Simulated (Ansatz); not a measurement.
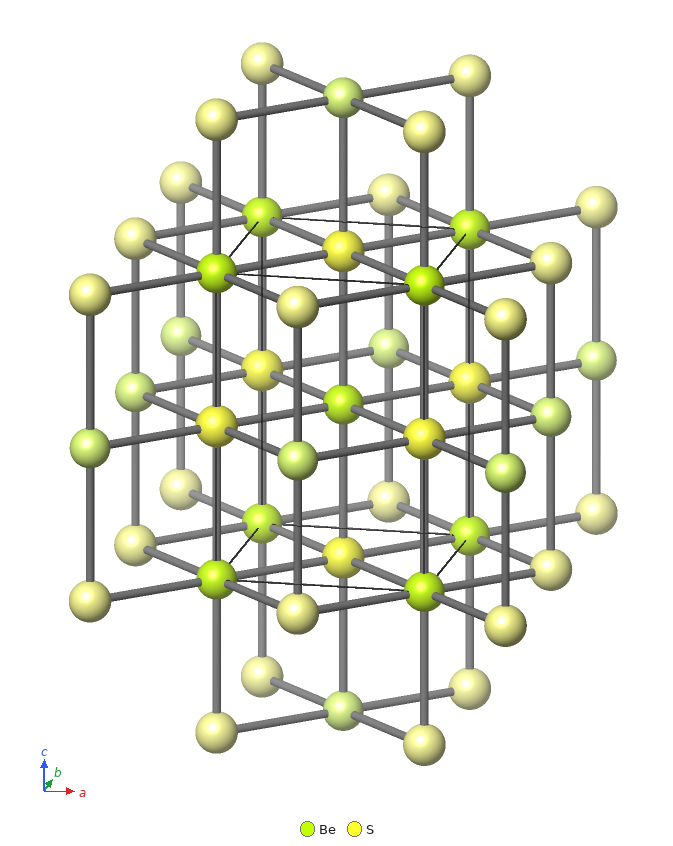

An orthographic ball-and-stick view of the structure, slightly off an axis. One conventional unit cell is framed, with atoms on its boundary repeated. Outside the box, the atoms bonded to those within are drawn, in fainter colours.

BeS, space group I4/mmm (No. 139), a = 3.277 Å, b = 3.277 Å, c = 4.904 Å, α = 90.00°, β = 90.00°, γ = 90.00°. The initial geometry was a structure type filled with these elements by a generator (whether the compound takes this form wasn't checked). The cell was then strained or its atoms displaced on purpose. It went into a calculation with Ansatz.

This one geometry was computed with Ansatz (DFT, plane waves, PAW) at three levels of theory: PBE, HSE06 and r2SCAN. It was relaxed with r2SCAN and then strained.

### Which level gives the highest pressure at this volume, and what does that say about its equilibrium volume?

Highest: PBE (-5.2 GPa) and r2SCAN (-5.1 GPa), which points to the largest equilibrium volume. Lowest, with the smallest volume: HSE06 (-6.7 GPa). Levels within 0.5 GPa of each other can't be told apart.

### How does the band gap change with the level of theory?

PBE: a gap of 0.68 eV, indirect; r2SCAN: a gap of 1.02 eV, indirect; HSE06: a gap of 1.42 eV, indirect.

### Collect the results in a table.

| level | cutoff (eV) | k-mesh of the run's cell | gap (eV) | pressure (GPa) |
| --- | --- | --- | --- | --- |
| PBE | 420 | 10×10×10 | 0.68 | -5.2 |
| HSE06 | 420 | 6×6×6 | 1.42 | -6.7 |
| r2SCAN | 500 | 10×10×10 | 1.02 | -5.1 |

Gaps are taken on the k-mesh or band path of each run.
